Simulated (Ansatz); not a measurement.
## Run report: Sn3O4, geometry relaxation (part 1 of 3)

The run: geometry relaxation of Sn3O4 (P2/c, 14 atoms in the cell). Method and program: DFT PBEsol, scalar-relativistic, plane waves, PAW, no spin polarisation (Ansatz 0.2.0).

The structure derives from a Materials Project entry. Figures and captions count atoms from 1; the log counts them from 0 in places.

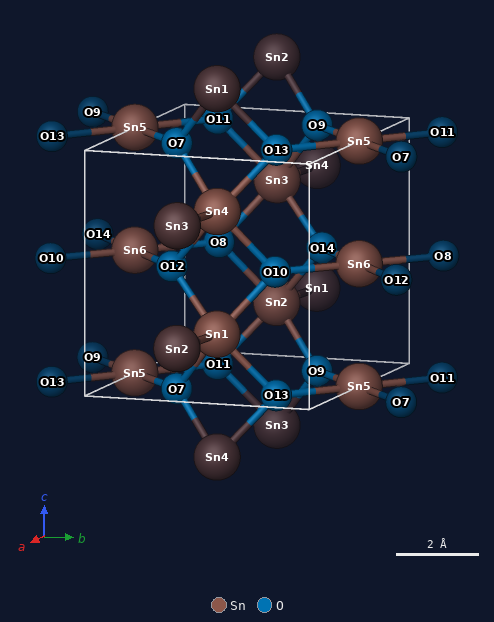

Fig. 1: The input geometry (ball-and-stick view of the cell of the calculation, seen slightly off an axis; neighbours outside the cell are drawn fainter; atoms are numbered from 1 in the order of the input).

The input:
```yaml
crystal:
  lattice:
    - [7.1913031934, 0.0, 0.0]
    - [0.0, 5.853911, 0.0]
    - [-0.0125185956, 0.0, 6.1035832659]
  atoms:
    - { symbol: Sn, position: [0.799496, 0.499326, 0.241482] }
    - { symbol: Sn, position: [0.200504, 0.499326, 0.258518] }
    - { symbol: Sn, position: [0.200504, 0.500674, 0.758518] }
    - { symbol: Sn, position: [0.799496, 0.500674, 0.741482] }
    - { symbol: Sn, position: [0.5, 0.0, 0.0] }
    - { symbol: Sn, position: [0.5, 0.0, 0.5] }
    - { symbol: O, position: [0.711148, 0.281283, 0.991283] }
    - { symbol: O, position: [0.288852, 0.281283, 0.508717] }
    - { symbol: O, position: [0.288852, 0.718717, 0.008717] }
    - { symbol: O, position: [0.711148, 0.718717, 0.491283] }
    - { symbol: O, position: [0.271105, 0.267415, 0.007864] }
    - { symbol: O, position: [0.728895, 0.267415, 0.492136] }
    - { symbol: O, position: [0.728895, 0.732585, 0.992136] }
    - { symbol: O, position: [0.271105, 0.732585, 0.507864] }
basis:
  ecutwfc: 420
kpoints:
  mp_grid: { grid: [6, 6, 6] }
hamiltonian:
  xc: pbesol
scf:
  occupations: { method: gaussian, width: 0.1 }
output:
  forces: true
  stress: true
  eigenvalues: true
relax:
  adjacent_minimum: "off"
  f_tol: 0.005
  max_steps: 80
  cell: { stress_tol: 0.05 }
```

Hardware: 4 threads of Arm Neoverse V2, 24 GiB of memory available, shared host.

Run as:
```bash
ansatz run input.yaml --threads 4 --pin off --max-ram 12288MiB --backend cpu --events-out ev --progress --plain --runs-dir out
```

What the program printed:
```
Engine: ansatz 0.2.0, aarch64-unknown-linux-gnu
Pseudopotentials: kind: paw
Pseudopotential: Sn, paw, valence charge 14, recommended cutoff 420 eV (normal), Sn.paw.azcp
Pseudopotential: O, paw, valence charge 6, recommended cutoff 420 eV (normal), O.paw.azcp
Functional definition: PBEsol
  exchange = pbesol_x
  correlation = pbesol_c
Crystal: 14 atoms, lattice volume = 256.944 Å³
Basis set: ecut = 420 eV, 5011 PW (Γ), exchange–correlation on 100×80×90 points (8 copies of the dense FFT grid, shifted against one another)
Bands: 80, of which v1, the nominal top of the filled ones, is band 66 counted from 1 (65 counted from 0)
Symmetry: 4 space group operations
Space group: P2/c (ITA 13), of the structure as read, at distance tolerance 6.4e-5 Å
k-points: 80 of 216
Non-local potential: Sn, projectors of the file, l = 0: 2, l = 1: 2, l = 2: 2, l = 3: 2
Non-local potential: O, projectors of the file, l = 0: 2, l = 1: 2, l = 2: 1
PAW form: soft (Blöchl's): semilocal exchange-correlation on the pseudo side does not see the compensation charge
PAW frozen core: Sn, regenerated for the run's functional, and the local potential with it (the file was generated under x = pbe(κ = 0.804, μ = 0.2195149727645171), c = pbe(β = 0.06672455060314922))
PAW frozen core: O, regenerated for the run's functional, and the local potential with it (the file was generated under x = pbe(κ = 0.804, μ = 0.2195149727645171), c = pbe(β = 0.06672455060314922))
PAW one-centre angular grid: Sn, 590 points (default); XC on 64 Gauss nodes
PAW one-centre angular grid: O, 110 points (default); XC on 64 Gauss nodes
Initial density: superposition of atomic densities (neutral atoms: chi_scale 0, normalization atom), corrected by the library's trained network
Initial wavefunctions: pseudopotential atomic-orbital guess
Functional: x = pbesol(κ = 0.804, μ = 0.12345679012345678), c = pbesol(β = 0.046)
SCF iter   1: F=—  HF=-40182.006788 eV  |F-HF|=—  |Δ(HF+E_count)|=         —  Δρ=1.29e-2  dr2=3.91e-1  ethr=1.77e-3  ⟨swp⟩=6.4  Hψ=25643  notcnv=0  defer=29
preconditioner: auto → Resta (q_TF=auto, 2.442 Å⁻¹)  ε∞=3.2  [insulator: Δε(μ)=0.142 eV  Ē_g=17.751 eV  σ=0.100 eV  W_gap=0.67  n_scr=64 (ndim 8)  ℏωp=26.6 eV  f_vac=0.167  D(μ)=0.40/eV (n_scr^D=0)  ε∞_Penn≈3.2]
SCF iter   2: F=—  HF=-40181.925014 eV  |F-HF|=—  |Δ(HF+E_count)|=   8.18e-2  Δρ=4.27e-3  dr2=3.81e-2  ethr=2.96e-4  ⟨swp⟩=2.0  Hψ=10079  notcnv=0  defer=599
SCF iter   3: F=—  HF=-40181.916964 eV  |F-HF|=—  |Δ(HF+E_count)|=   8.05e-3  Δρ=1.29e-3  dr2=5.53e-3  ethr=2.89e-5  ⟨swp⟩=2.0  Hψ=8086  notcnv=0  defer=599
SCF iter   4: F=—  HF=-40181.916941 eV  |F-HF|=—  |Δ(HF+E_count)|=   2.29e-5  Δρ=8.66e-4  dr2=1.99e-3  ethr=4.19e-6  ⟨swp⟩=2.3  Hψ=9416  notcnv=0  defer=599
SCF iter   5: F=—  HF=-40181.916717 eV  |F-HF|=—  |Δ(HF+E_count)|=   2.24e-4  Δρ=2.99e-4  dr2=2.97e-4  ethr=1.51e-6  ⟨swp⟩=2.0  Hψ=7829  notcnv=0  defer=599
SCF iter   6: F=—  HF=-40181.916742 eV  |F-HF|=—  |Δ(HF+E_count)|=   2.58e-5  Δρ=8.16e-5  dr2=3.29e-5  ethr=2.25e-7  ⟨swp⟩=2.0  Hψ=7958  notcnv=0  defer=599
SCF iter   7: F=—  HF=-40181.916740 eV  |F-HF|=—  |Δ(HF+E_count)|=   2.24e-6  Δρ=2.90e-5  dr2=4.14e-6  ethr=2.49e-8  ⟨swp⟩=2.4  Hψ=9638  notcnv=0  defer=599
SCF iter   8: F=—  HF=-40181.916744 eV  |F-HF|=—  |Δ(HF+E_count)|=   4.28e-6  Δρ=1.03e-5  dr2=4.28e-7  ethr=3.14e-9  ⟨swp⟩=2.0  Hψ=10870  notcnv=0  defer=599
SCF iter   9: F=-40181.916745 eV  HF=-40181.916745 eV  |F-HF|=1.16e-7  |Δ(HF+E_count)|=   8.98e-7  Δρ=2.75e-6  dr2=3.49e-8  ethr=7.58e-11  ⟨swp⟩=12.0  Hψ=30240  notcnv=0
SCF 1 converged in 9 iterations: F = -40181.916745 eV  dr2 = 3.49e-8
  greatest PAW one-centre occupation: 0.995 electrons in one spin orbital (limit 2), on the Sn atom at site 3 (counted from 0), in its partial waves of l = 2
relax step   1: F+E_penalty+E_count = -40181.91674549 eV  Δ(F+E_penalty+E_count) = +0.000e0 eV  max|allowed force component| = 2.680e-1 eV/Å  Δτ_max = 0.0000 Å  P = -3.948 GPa  Ω = 256.944 Å³  (9 SCF iters, dr2 threshold 1.00e-7 eV, accepted)
Crystal: 14 atoms, lattice volume = 242.889 Å³
Basis set: ecut = 420 eV, 4739 PW (Γ), exchange–correlation on 100×80×90 points (8 copies of the dense FFT grid, shifted against one another)
Initial density: handed on by an earlier stage of this run
Initial wavefunctions: those handed on with the density
iter 1 solved again at ethr=1.11e-4 eV; its pass at ethr=3.10e-3 eV (dr2=1.46e-1 eV) is discarded
SCF iter   1: F=—  HF=-40182.066887 eV  |F-HF|=—  |Δ(HF+E_count)|=         —  Δρ=1.18e-2  dr2=1.47e-1  ethr=1.11e-4  ⟨swp⟩=2.3  Hψ=31785  notcnv=0
preconditioner: auto → Resta (q_TF=auto, 2.465 Å⁻¹)  ε∞=3.3  [insulator: Δε(μ)=0.197 eV  Ē_g=18.152 eV  σ=0.100 eV  W_gap=0.80  n_scr=64 (ndim 8)  ℏωp=27.4 eV  f_vac=0.148  D(μ)=0.19/eV (n_scr^D=0)  ε∞_Penn≈3.3]
SCF iter   2: F=—  HF=-40182.033799 eV  |F-HF|=—  |Δ(HF+E_count)|=   3.31e-2  Δρ=5.67e-3  dr2=3.39e-2  ethr=1.11e-4  ⟨swp⟩=2.0  Hψ=9394  notcnv=0
SCF iter   3: F=—  HF=-40182.029788 eV  |F-HF|=—  |Δ(HF+E_count)|=   4.01e-3  Δρ=1.50e-3  dr2=5.18e-3  ethr=2.57e-5  ⟨swp⟩=2.0  Hψ=11458  notcnv=0
SCF iter   4: F=—  HF=-40182.029355 eV  |F-HF|=—  |Δ(HF+E_count)|=   4.33e-4  Δρ=6.16e-4  dr2=9.67e-4  ethr=3.92e-6  ⟨swp⟩=2.0  Hψ=9078  notcnv=0
SCF iter   5: F=—  HF=-40182.029246 eV  |F-HF|=—  |Δ(HF+E_count)|=   1.09e-4  Δρ=2.05e-4  dr2=1.51e-4  ethr=7.33e-7  ⟨swp⟩=2.0  Hψ=8259  notcnv=0
SCF iter   6: F=—  HF=-40182.029363 eV  |F-HF|=—  |Δ(HF+E_count)|=   1.17e-4  Δρ=2.61e-4  dr2=1.64e-4  ethr=1.14e-7  ⟨swp⟩=2.0  Hψ=9280  notcnv=0
SCF iter   7: F=—  HF=-40182.029358 eV  |F-HF|=—  |Δ(HF+E_count)|=   5.34e-6  Δρ=4.15e-5  dr2=7.93e-6  ethr=1.14e-7  ⟨swp⟩=2.0  Hψ=8183  notcnv=0
SCF iter   8: F=-40182.029377 eV  HF=-40182.029376 eV  |F-HF|=1.35e-6  |Δ(HF+E_count)|=   1.83e-5  Δρ=8.63e-6  dr2=3.54e-7  ethr=1.06e-9  ⟨swp⟩=7.8  Hψ=30894  notcnv=0
SCF 2 converged in 8 iterations: F = -40182.029377 eV  dr2 = 3.54e-7
[... from here on the iterations of each SCF are left out, up to the last one ...]
relax step   2: F+E_penalty+E_count = -40182.02937730 eV  Δ(F+E_penalty+E_count) = -1.126e-1 eV  max|allowed force component| = 5.294e-1 eV/Å  Δτ_max = 0.0845 Å  P = +1.166 GPa  Ω = 242.889 Å³  energy of the carried Pulay correction = +4.601e-2 eV  (8 SCF iters, dr2 threshold 1.40e-6 eV, accepted)
Crystal: 14 atoms, lattice volume = 247.317 Å³
Basis set: ecut = 420 eV, 4849 PW (Γ), exchange–correlation on 100×80×90 points (8 copies of the dense FFT grid, shifted against one another)
preconditioner: auto → Resta (q_TF=auto, 2.457 Å⁻¹)  ε∞=3.3  [insulator: Δε(μ)=0.175 eV  Ē_g=18.043 eV  σ=0.100 eV  W_gap=0.75  n_scr=64 (ndim 8)  ℏωp=27.1 eV  f_vac=0.162  D(μ)=0.22/eV (n_scr^D=0)  ε∞_Penn≈3.3]
SCF 3 converged in 7 iterations: F = -40182.088790 eV  dr2 = 1.29e-6
relax step   3: F+E_penalty+E_count = -40182.08878986 eV  Δ(F+E_penalty+E_count) = -5.941e-2 eV  max|allowed force component| = 4.138e-2 eV/Å  Δτ_max = 0.0407 Å  P = -0.030 GPa  Ω = 247.317 Å³  energy of the carried Pulay correction = +3.123e-2 eV  (7 SCF iters, dr2 threshold 1.40e-6 eV, accepted)
Crystal: 14 atoms, lattice volume = 247.316 Å³
Basis set: ecut = 420 eV, 4853 PW (Γ), exchange–correlation on 100×80×90 points (8 copies of the dense FFT grid, shifted against one another)
preconditioner: auto → Resta (q_TF=auto, 2.457 Å⁻¹)  ε∞=3.3  [insulator: Δε(μ)=0.173 eV  Ē_g=18.045 eV  σ=0.100 eV  W_gap=0.73  n_scr=64 (ndim 8)  ℏωp=27.1 eV  f_vac=0.161  D(μ)=0.24/eV (n_scr^D=0)  ε∞_Penn≈3.3]
SCF 4 converged in 6 iterations: F = -40182.090551 eV  dr2 = 4.40e-8
relax step   4: F+E_penalty+E_count = -40182.09055081 eV  Δ(F+E_penalty+E_count) = -1.761e-3 eV  max|allowed force component| = 3.078e-2 eV/Å  Δτ_max = 0.0056 Å  P = +0.002 GPa  Ω = 247.316 Å³  energy of the carried Pulay correction = +3.124e-2 eV  (6 SCF iters, dr2 threshold 1.44e-7 eV, accepted)
Crystal: 14 atoms, lattice volume = 247.402 Å³
Basis set: ecut = 420 eV, 4857 PW (Γ), exchange–correlation on 100×80×90 points (8 copies of the dense FFT grid, shifted against one another)
preconditioner: auto → Resta (q_TF=auto, 2.457 Å⁻¹)  ε∞=3.3  [insulator: Δε(μ)=0.181 eV  Ē_g=18.044 eV  σ=0.100 eV  W_gap=0.74  n_scr=64 (ndim 8)  ℏωp=27.1 eV  f_vac=0.160  D(μ)=0.24/eV (n_scr^D=0)  ε∞_Penn≈3.3]
SCF 5 converged in 8 iterations: F = -40182.097670 eV  dr2 = 4.64e-9
relax step   5: F+E_penalty+E_count = -40182.09767000 eV  Δ(F+E_penalty+E_count) = -7.119e-3 eV  max|allowed force component| = 1.089e-2 eV/Å  Δτ_max = 0.0502 Å  P = -0.012 GPa  Ω = 247.402 Å³  energy of the carried Pulay correction = +3.095e-2 eV  (8 SCF iters, dr2 threshold 5.92e-8 eV, accepted)
Crystal: 14 atoms, lattice volume = 247.806 Å³
Basis set: ecut = 420 eV, 4873 PW (Γ), exchange–correlation on 100×80×90 points (8 copies of the dense FFT grid, shifted against one another)
preconditioner: auto → Resta (q_TF=auto, 2.456 Å⁻¹)  ε∞=3.3  [insulator: Δε(μ)=0.182 eV  Ē_g=18.045 eV  σ=0.100 eV  W_gap=0.76  n_scr=64 (ndim 8)  ℏωp=27.1 eV  f_vac=0.162  D(μ)=0.22/eV (n_scr^D=0)  ε∞_Penn≈3.3]
SCF 6 converged in 7 iterations: F = -40182.093610 eV  dr2 = 6.68e-9
relax step   6: F+E_penalty+E_count = -40182.09361025 eV  Δ(F+E_penalty+E_count) = +4.060e-3 eV  max|allowed force component| = 1.082e-1 eV/Å  Δτ_max = 0.0077 Å  P = +0.082 GPa  Ω = 247.806 Å³  energy of the carried Pulay correction = +2.962e-2 eV  (7 SCF iters, dr2 threshold 7.64e-9 eV, rejected (line search))
Crystal: 14 atoms, lattice volume = 247.417 Å³
preconditioner: auto → Resta (q_TF=auto, 2.457 Å⁻¹)  ε∞=3.3  [insulator: Δε(μ)=0.182 eV  Ē_g=18.044 eV  σ=0.100 eV  W_gap=0.75  n_scr=64 (ndim 8)  ℏωp=27.1 eV  f_vac=0.160  D(μ)=0.23/eV (n_scr^D=0)  ε∞_Penn≈3.3]
SCF 7 converged in 9 iterations: F = -40182.097751 eV  dr2 = 5.47e-11
relax step   7: F+E_penalty+E_count = -40182.09775081 eV  Δ(F+E_penalty+E_count) = -8.081e-5 eV  max|allowed force component| = 3.827e-3 eV/Å  Δτ_max = 0.0038 Å  P = -0.003 GPa  Ω = 247.417 Å³  energy of the carried Pulay correction = +3.090e-2 eV  (9 SCF iters, accepted)
Crystal: 14 atoms, lattice volume = 247.459 Å³
preconditioner: auto → Resta (q_TF=auto, 2.457 Å⁻¹)  ε∞=3.3  [insulator: Δε(μ)=0.181 eV  Ē_g=18.044 eV  σ=0.100 eV  W_gap=0.74  n_scr=64 (ndim 8)  ℏωp=27.1 eV  f_vac=0.161  D(μ)=0.24/eV (n_scr^D=0)  ε∞_Penn≈3.3]
SCF 8 converged in 8 iterations: F = -40182.097662 eV  dr2 = 1.33e-10
relax step   8: F+E_penalty+E_count = -40182.09766164 eV  Δ(F+E_penalty+E_count) = +8.916e-5 eV  max|allowed force component| = 8.577e-3 eV/Å  Δτ_max = 0.0068 Å  P = -0.010 GPa  Ω = 247.459 Å³  energy of the carried Pulay correction = +3.077e-2 eV  (8 SCF iters, accepted)
Crystal: 14 atoms, lattice volume = 247.414 Å³
preconditioner: auto → Resta (q_TF=auto, 2.457 Å⁻¹)  ε∞=3.3  [insulator: Δε(μ)=0.181 eV  Ē_g=18.045 eV  σ=0.100 eV  W_gap=0.75  n_scr=64 (ndim 8)  ℏωp=27.1 eV  f_vac=0.160  D(μ)=0.24/eV (n_scr^D=0)  ε∞_Penn≈3.3]
SCF 9 converged in 6 iterations: F = -40182.097830 eV  dr2 = 2.37e-9
relax step   9: F+E_penalty+E_count = -40182.09782956 eV  Δ(F+E_penalty+E_count) = -1.679e-4 eV  max|allowed force component| = 1.474e-4 eV/Å  Δτ_max = 0.0012 Å  P = +0.001 GPa  Ω = 247.414 Å³  energy of the carried Pulay correction = +3.092e-2 eV  (6 SCF iters, dr2 threshold 4.60e-9 eV, accepted)
Basis set: ecut = 420 eV, 4857 PW (Γ), exchange–correlation on 96×80×90 points (8 copies of the dense FFT grid, shifted against one another)
Initial wavefunctions: pseudopotential atomic-orbital guess (no wavefunctions were taken with the density)
preconditioner: auto → Resta (q_TF=auto, 2.457 Å⁻¹)  ε∞=3.3  [insulator: Δε(μ)=0.181 eV  Ē_g=18.045 eV  σ=0.100 eV  W_gap=0.75  n_scr=64 (ndim 8)  ℏωp=27.1 eV  f_vac=0.161  D(μ)=0.24/eV (n_scr^D=0)  ε∞_Penn≈3.3]
SCF 10 converged in 8 iterations: F = -40182.071693 eV  dr2 = 5.91e-12
relax step  10: F+E_penalty+E_count = -40182.07169281 eV  Δ(F+E_penalty+E_count) = +2.614e-2 eV  max|allowed force component| = 8.901e-4 eV/Å  Δτ_max = 0.0000 Å  P = -0.162 GPa  Ω = 247.414 Å³  stress off target by 1.83e-1 GPa  SCF on the basis re-selected at this cell (its energy is not comparable with the rows above)  (8 SCF iters)
basis re-selected at this cell: Δ(F+E_penalty+E_count) = +2.614e-2 eV, ΔP = -0.162 GPa vs the last step (what re-selecting the basis moved, of the pressure what is left beyond the Pulay correction that the steps carried, after the strain that the cell walked since its last selection, with what the two solves' SCF thresholds leave and, on support functions, any second-order correction that the steps lacked; it is no measure of the basis error at this ecutwfc). The dense FFT grid was sized anew with the basis: this SCF ran on 48×40×45 points, the steps before it on 50×40×45, so part of this shift can come from that change (see relax.cell in the input reference). This SCF's stress stands 1.83e-1 GPa from its target on what of the cell is left free (relax.cell.stress_tol is 5.00e-2 GPa) and its largest allowed force component is 8.90e-4 eV/Å (relax.f_tol is 5.00e-3 eV/Å): not within both, so this SCF does not close the relaxation
```
